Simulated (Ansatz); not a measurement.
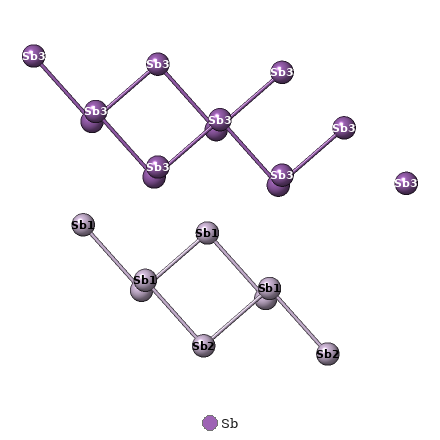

The system is a bilayer of two Sb sheets of the honeycomb type (4 atoms in the cell); the picture shows the structure at the first grid point; the lower layer is drawn fainter. The upper layer of a bilayer is slid over the lower one; relaxed at each slide: nothing; the origin of the map has Sb4 above Sb1; the distance between the facing planes is held at 3.85 Å. Places are given modulo a cell vector. The map is drawn in real space over the plane of the slide. Grid: 9 × 9 points; 19 points were computed and 62 follow by symmetry. Energies: mJ/m², counted from the lowest grid point. At a held distance the lowest stacking need not be the one that binds best once the distance relaxes. These are results of Ansatz, DFT PBE+D3(BJ), scalar-relativistic, plane waves, PAW, not measurements. Settings: cutoff 420 eV, k-mesh 9×9×1, gaussian smearing 0.05 eV, no spin polarisation.

Its coordinates:

```yaml
crystal:
  lattice:
    - [4.06868, 0.00000, 0.00000]
    - [-2.03434, 3.52358, 0.00000]
    - [0.00000, 0.00000, 20.80003]
  atoms:
    - { symbol: Sb, position: [0.33334, 0.66668, 0.29567] }
    - { symbol: Sb, position: [0.66665, 0.33333, 0.21635] }
    - { symbol: Sb, position: [0.00001, 0.00000, 0.56010] }
    - { symbol: Sb, position: [0.33334, 0.66668, 0.48077] }
```

Range: slide of the upper layer along the first cell vector from 0.000 to 0.889; slide of the upper layer along the second cell vector from 0.000 to 0.889.

Question: What landscape does the calculation give?

Answer: The lowest grid point is at (3/9, 6/9) of the cell vectors. The highest grid point, (0/9, 0/9) of the cell vectors, lies 82.2 mJ/m² above the lowest. On the interpolated surface the easiest way out of the lowest well to its copy in the next cell or period passes a barrier of about 17 mJ/m². Facing atoms of the upper layer at the lowest point: Sb above Sb of a deeper plane; at the highest: Sb above Sb.

```tsv
second ↓, first →	0/9	1/9	2/9	3/9	4/9	5/9	6/9	7/9	8/9
8/9	73.3	57.3	34.4	15.7	8.7	15.7	34.4	57.3	73.3
7/9	52.0	34.4	15.7	4.3	4.3	15.7	34.4	52.0	59.3
6/9	29.6	15.7	4.3	0.0	4.3	15.7	29.6	39.2	39.2
5/9	16.0	8.7	4.3	4.3	8.7	16.0	22.9	25.8	22.9
4/9	16.0	15.7	15.7	15.7	16.0	16.8	17.7	17.7	16.8
3/9	29.6	34.4	34.4	29.6	22.9	17.7	15.8	17.7	22.9
2/9	52.0	57.3	52.0	39.2	25.8	17.7	17.7	25.8	39.2
1/9	73.3	73.3	59.3	39.2	22.9	16.8	22.9	39.2	59.3
0/9	82.2	73.3	52.0	29.6	16.0	16.0	29.6	52.0	73.3
```

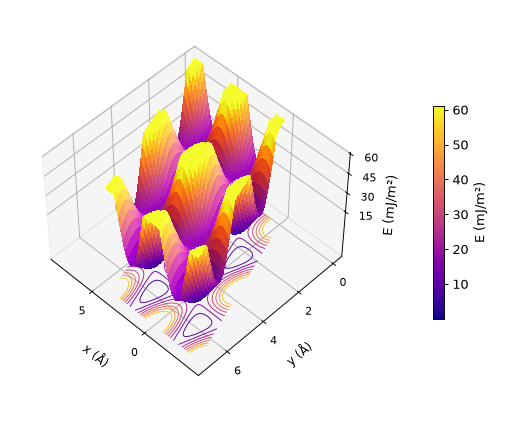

In the figure: a relief with its contours projected below, any walls above the top of the colour scale cut off. Between grid points the surface is interpolated.

The whole map (19 points run) took 5.9 min on 1 thread of Intel(R) Xeon(R) 6975P-C (Granite Rapids), on a shared host.
